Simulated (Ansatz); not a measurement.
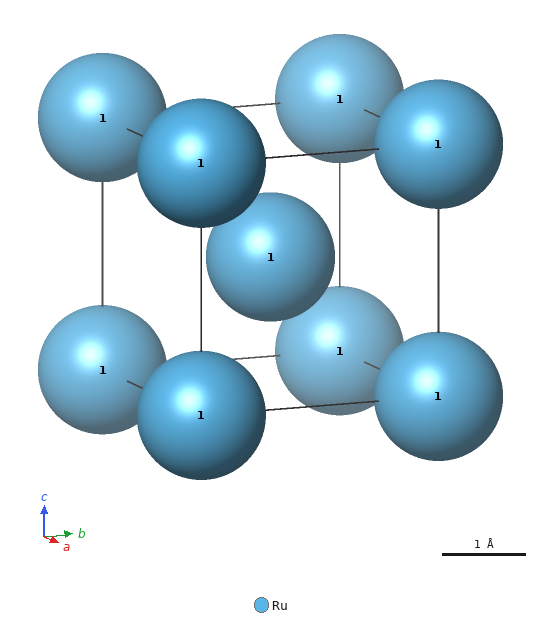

Figure 1. The structure as given in the input (spheres-only view of the cell 2 times as large as that of the calculation, set on its symmetry axes, seen slightly off an axis; atoms are numbered from 1 in the order of the input).

# Run report: Ru, single-point calculation

Ru (Im-3m, 1 atom in the cell), computed with DFT PBE, scalar-relativistic, plane waves, PAW, no spin polarisation (Ansatz 0.2.0).

The structure was made by swapping elements on the sites of another compound; it need not be a known phase. It belongs to a series of runs on one base structure; here: Mo replaced by Ru, lengths x 0.969, a random strain and shift of atoms within the space group. Figures and captions count atoms from 1; the log counts them from 0 in places.

### The program's output
```
Engine: ansatz 0.2.0, x86_64-unknown-linux-gnu
Pseudopotentials: kind: paw
Pseudopotential: Ru, paw, valence charge 16, recommended cutoff 420 eV (normal), Ru.paw.azcp
Functional definition: PBE
  parameter kappa = 0.804
  parameter beta = 0.06672455060314922
  exchange = pbe_x(kappa = kappa, mu = beta*pi^2/3)
  correlation = pbe_c(beta = beta)
Crystal: 1 atoms, lattice volume = 15.368 Å³
Basis set: ecut = 420 eV, 321 PW (Γ), exchange–correlation on 40×40×40 points (8 copies of the dense FFT grid, shifted against one another)
Bands: 12, of which v1, the nominal top of the filled ones, is band 8 counted from 1 (7 counted from 0)
Symmetry: 48 space group operations
Space group: Im-3m (ITA 229), of the structure as read, at distance tolerance 2.5e-5 Å
k-points: 195 of 5832
Non-local potential: Ru, projectors of the file, l = 0: 3, l = 1: 2, l = 2: 2, l = 3: 1
PAW form: soft (Blöchl's): semilocal exchange-correlation on the pseudo side does not see the compensation charge
PAW one-centre angular grid: Ru, 590 points (default); XC on 64 Gauss nodes
Initial density: superposition of atomic densities (neutral atoms: chi_scale 0, normalization atom), corrected by the library's trained network
Initial wavefunctions: pseudopotential atomic-orbital guess
Functional: x = pbe(κ = 0.804, μ = 0.2195149727645171), c = pbe(β = 0.06672455060314922)
SCF iter   1: F=—  HF=-5877.999427 eV  |F-HF|=—  |Δ(HF+E_count)|=         —  Δρ=6.00e-3  dr2=1.13e-3  ethr=1.77e-3  ⟨swp⟩=5.0  Hψ=12966  notcnv=0
preconditioner: auto → none  [metal: Δε(μ)=0.017 eV  Ē_g=10.143 eV  σ=0.100 eV  W_gap=0.09  n_scr=0 (ndim 8)  ℏωp=26.8 eV  f_vac=0.000  D(μ)=2.26/eV (n_scr^D=42)]
SCF iter   2: F=—  HF=-5877.999372 eV  |F-HF|=—  |Δ(HF+E_count)|=   5.54e-5  Δρ=2.81e-3  dr2=2.08e-4  ethr=7.03e-6  ⟨swp⟩=2.1  Hψ=5188  notcnv=0
SCF iter   3: F=—  HF=-5877.999538 eV  |F-HF|=—  |Δ(HF+E_count)|=   1.66e-4  Δρ=5.57e-4  dr2=2.89e-5  ethr=1.30e-6  ⟨swp⟩=2.6  Hψ=3513  notcnv=0
SCF iter   4: F=—  HF=-5877.999535 eV  |F-HF|=—  |Δ(HF+E_count)|=   3.27e-6  Δρ=9.29e-5  dr2=6.27e-7  ethr=1.80e-7  ⟨swp⟩=2.9  Hψ=3919  notcnv=0
iter 5 did not close the SCF: its close was put off for the readings that it lacked (scf_convergence_deferred on its scf_iter line)
SCF iter   5: F=-5877.999535 eV  HF=-5877.999535 eV  |F-HF|=2.96e-8  |Δ(HF+E_count)|=   1.79e-7  Δρ=2.87e-5  dr2=8.54e-8  ethr=3.92e-9  ⟨swp⟩=2.1  Hψ=3350  notcnv=0
SCF iter   6: F=-5877.999535 eV  HF=-5877.999535 eV  |F-HF|=7.25e-9  |Δ(HF+E_count)|=   6.04e-9  Δρ=1.07e-5  dr2=1.41e-8  ethr=5.34e-10  ⟨swp⟩=2.2  Hψ=8181  notcnv=0
SCF 1 converged in 6 iterations: F = -5877.999535 eV  dr2 = 1.41e-8
  greatest PAW one-centre occupation: 0.998 electrons in one spin orbital (limit 2), on the Ru atom at site 0 (counted from 0), in its partial waves of l = 0
SCF converged after 6 iterations
Free energy (F): -5877.999535 eV
Harris-Foulkes:  -5877.999535 eV  (|F-HF|=7.25e-9)
Internal energy: -5877.988154 eV  (E = F + TS)
E sigma→0 (E₀):  -5877.993845 eV
Entropy (-TS):   -0.011381 eV (-11.381 meV/atom)
Fermi energy:    20.297059 eV
--- Per-component energies (eV) ---
  E_band       = -99.658329
  E_kinetic    = 510.811419
  E_local      = -1387.555990  (includes V_loc(G=0)·N_el)
  E_nonlocal   = 343.880023
  E_hartree    = 446.008566
  E_xc         = -188.873512
  E_vxc        = -236.941342  (∫ρ·V_xc dr)
  E_paw        = -3460.879257  (= ΣΔE_a)
  E_vpaw       = -221.874402  (= ΣTr[D̂ρ^β])
  E_aug_tail   = -0.000171  (compensation charges beyond the density's cutoff)
  E_ewald      = -2141.379232
  E_smearing   = -0.011381  (= −TS)
  E_closure    = -0.000000  (closes the sum)
  Σ components = -5877.999535   (vs F -5877.999535, Δ=0.00e0)
--- Forces (eV/Å), atoms counted from 1 ---
  atom   1  Ru    -0.00000000     0.00000000     0.00000000
  max |Σ_I F_I| component: 4.93e-32 eV/Å
--- Stress (GPa, compression-positive) ---
      -17.905563       0.000000      -0.000000
       -0.000000     -17.905563      -0.000000
        0.000000      -0.000000     -17.905563
  P = ⅓ Tr σ = -17.9056 GPa (-179.056 kbar)
--- Band table (eV; the first three rows and the last of 195) ---
  k-point 0: bands = ["-52.6307", "-22.1918", "-22.1918", "-22.1918", "12.9116", "17.8543", "17.8543", "17.8543", "20.2276", "20.2276", "37.1181", "37.1181"]
  k-point 1: bands = ["-52.6272", "-22.2141", "-22.1991", "-22.1918", "13.0350", "17.8008", "17.8518", "17.9562", "20.1584", "20.2311", "37.1768", "37.2125"]
  k-point 2: bands = ["-52.6172", "-22.2783", "-22.2203", "-22.1918", "13.3906", "17.6501", "17.8360", "18.2569", "19.9964", "20.2435", "37.2788", "37.3706"]
  k-point 194: bands = ["-52.4289", "-22.7048", "-22.7048", "-22.7048", "14.8733", "14.8733", "21.8477", "21.8477", "21.8477", "29.0859", "29.0859", "29.0859"]
--- Löwdin populations: 1 site ---
  site symbol       q [e]
     0     Ru     15.9049
  spilling = 0.005943 (of n_electrons = 16.000000)
```

### File populations.tsv
```
# site	symbol	l	j	q
# orbitals = lowdin
# n_electrons = 16.000000
# spilling = 0.005943
0	Ru	0_4S	-	1.965799
0	Ru	0_5S	-	0.784974
0	Ru	1_4P	-	5.994729
0	Ru	2_4D	-	7.159407
```

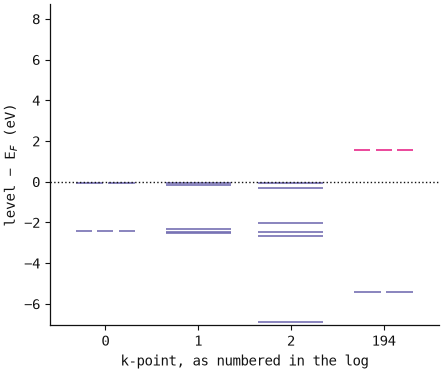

Figure 2. Kohn–Sham levels near the Fermi level (dotted) at the few k-points that the log prints; levels within 0.02 eV of each other stand side by side. The system is metallic on the full mesh.

The run was set up as follows.

### Input
```yaml
crystal:
  lattice:
    - [-1.5662031861, 1.5662031861, 1.5662031861]
    - [1.5662031861, -1.5662031861, 1.5662031861]
    - [1.5662031861, 1.5662031861, -1.5662031861]
  atoms:
    - { symbol: Ru, position: [0.0, 0.0, 0.0] }
basis:
  ecutwfc: 420
kpoints:
  mp_grid: { grid: [18, 18, 18] }
hamiltonian:
  xc: pbe
scf:
  occupations: { method: gaussian, width: 0.1 }
output:
  forces: true
  stress: true
  eigenvalues: true
  populations: true
```

### Results in brief

```json
{"quantity": "outcome", "value": "converged"}
{"quantity": "space group (tolerance 0.01 Å)", "value": "Im-3m (229)"}
{"quantity": "electrons treated", "value": "16"}
{"quantity": "free energy", "value": "−5877.9995 eV"}
{"quantity": "Fermi energy", "value": "20.297 eV"}
{"quantity": "gap on the k-point mesh", "value": "none (metallic)"}
{"quantity": "pressure", "value": "−17.91 GPa"}
{"quantity": "largest force (length of the vector)", "value": "under 0.001 eV/Å"}
{"quantity": "hardware", "value": "1 thread of an x86-64 CPU, shared host"}
{"quantity": "wall time", "value": "1.3 s"}
{"quantity": "peak memory", "value": "0.37 GiB"}
```

### Remarks

The cell is under a tension of 17.9 GPa at this level, so it is not at its equilibrium volume.
